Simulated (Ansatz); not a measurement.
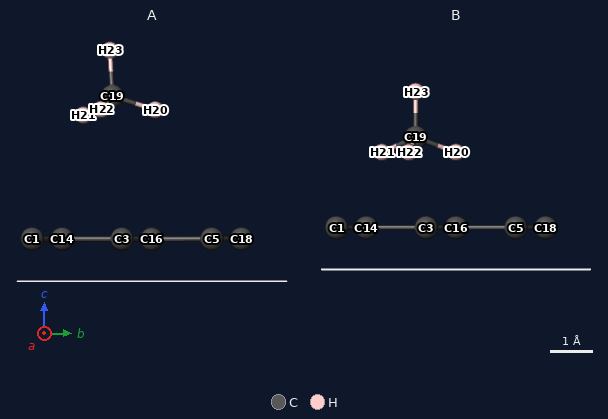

Two geometries of a slab of composition H4C19, drawn at one scale. One is the start of a relaxation, the other its converged end. The picture is a ball-and-stick view of the cell of the calculation, outlined in the plane, without the vacuum (origin shifted), seen along the a axis.

Level of theory: DFT PBE-D3(BJ), scalar-relativistic, plane waves, PAW in Ansatz 0.2.0. (plane-wave cutoff 420 eV; k-point mesh 2 × 2 × 1; occupations fermi dirac; smearing width 0.05 eV; no spin polarisation; atoms relaxed in a fixed cell; force threshold 0.03 eV/Å; at most 60 steps)

Question: Which geometry has the lower energy?

Answer: Structure A is the relaxed one. It is CH4 on graphene monolayer, set down by a guess. The run prepares an end point of a later path (molecule hop) calculation, from a guessed geometry. The largest moves relative to the layer's centre, 1.03 Å, are those of H atoms. Largest moves by element: H 1.03 Å, C 0.98 Å. The lattice vectors keep their values. Some distances before and after: C–C 1.424 → 1.431 Å. Over 9 accepted moves (11 points after the start) the energy falls by 2.330 eV per cell of the calculation. The largest force component goes from 3.5 to 0.02 eV/Å. The line search rejected the trial step at point 7 of the run. 1 step only repeated the SCF at the same geometry.

Limits of the set-up: the periodic images lie only 7.4 Å apart, so the values are limited by the cell's size.
